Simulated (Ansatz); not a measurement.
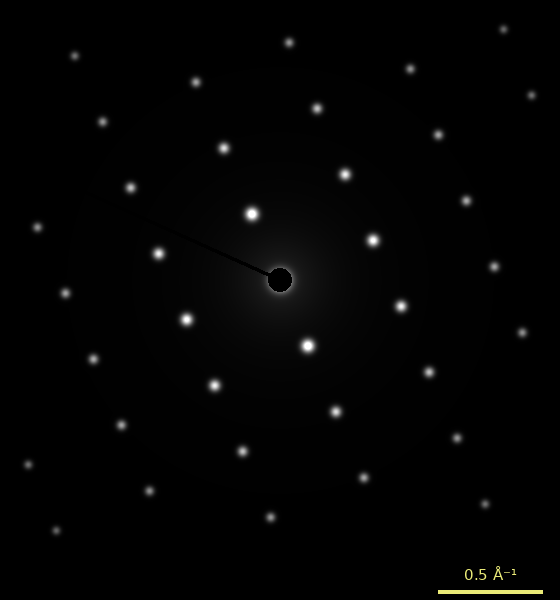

Kinematic zone-axis pattern, calculated for 200 keV electrons with B = 0.5 Å².

Phase: Bi, space group Im-3m (No. 229), a = 4.10 Å. Structure: the input geometry of an electronic-structure calculation (not necessarily at equilibrium); the starting structure was generated, so it need not be a known form of this composition.

**Measure the pattern against the scale bar and name the zone.**

The spots form a rectangular net whose two shortest vectors correspond to d = 2.90 Å and 2.05 Å, 90.0° apart. They index as 1 -1 0 and 0 0 2, so the zone axis is ±[110] (or an equivalent direction of <110>).

**Which reflections of this zone are missing, and why?**

The lattice centring (I) removes all reflections that break h + k + l = 2n.

**List the strongest reflections.**

Strongest reflections with d > 0.80 Å, one of each family (|F|² from tabulated Gaussian fits of the electron scattering factors, times a small damping for the curvature of the Ewald sphere):

```csv
hkl,d (Å),I (strongest = 100)
1 -1 0,2.896,100
0 0 2,2.048,58
1 -1 2,1.672,40
2 -2 0,1.448,29
2 -2 2,1.182,18
0 0 4,1.024,12
```
